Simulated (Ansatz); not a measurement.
System: Sb.

The calculation's input:

```
crystal:
  lattice:
    - [-1.5765401831, 1.5765401831, 2.7119384313]
    - [1.5765401831, -1.5765401831, 2.7119384313]
    - [1.5765401831, 1.5765401831, -2.7119384313]
  atoms:
    - { symbol: Sb, position: [0.0, 0.0, 0.0] }
hamiltonian:
  xc: pbe
  pseudopotentials: { kind: paw }
kpoints:
  mp_grid: { grid: [12, 12, 12] }
scf:
  occupations: { method: fermi_dirac, width: 0.05 }
output:
  forces: true
  stress: true
  eigenvalues: true
  write_density: true
  write_potential: true
  elf: true
  volumetric_format: npy
relax:
  f_tol: 0.01
  max_steps: 40
  cell: { stress_tol: 0.05 }
```

Run with:

```sh
ansatz run input.yaml --threads 2 --pin off --max-ram 5632MiB --backend cpu --events-out ev --progress --plain --runs-dir out
```

Below, planes, directions and counts refer to the conventional cell (a = 3.22 Å, b = 3.22 Å, c = 5.31 Å, α = 90.00°, β = 90.00°, γ = 90.00°).

The fields are those of the run's last geometry, not of the input's.

Space group I4/mmm; a structure from a database of computed crystals, not necessarily the ambient phase.

The calculation used Kohn-Sham DFT of a periodic cell, PBE, Ansatz PAW (Ansatz).

> What will maps of the valence pseudo-density and electron localisation function show?

Sb–Sb (3.22 Å): the density is about 0.2 e/Å³ at the midpoint; the ELF is about 0.40 at the midpoint.

> Does the calculation make it a metal, or give it a gap?

It is metallic or semimetallic at this level of theory: no gap opens.

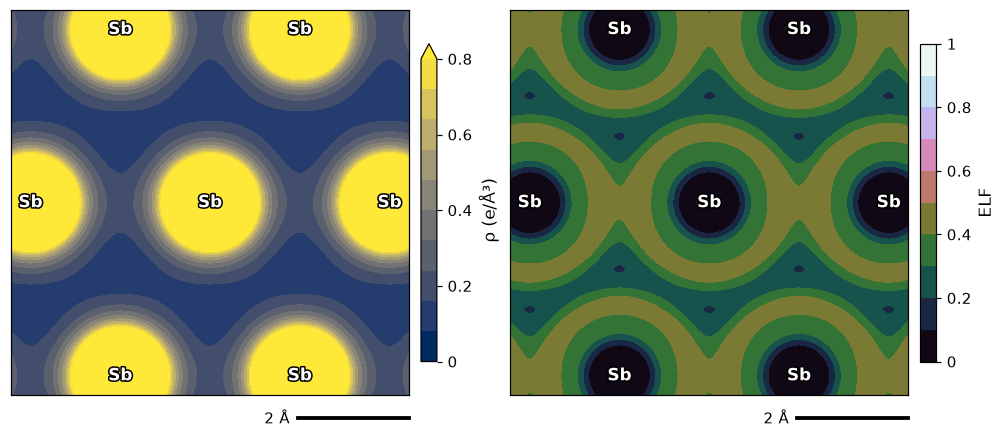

Computed valence pseudo-density and electron localisation function on the (011) plane of the conventional cell, in this order. 

In a PAW calculation such maps are meaningful between the atoms, not at the nuclei.
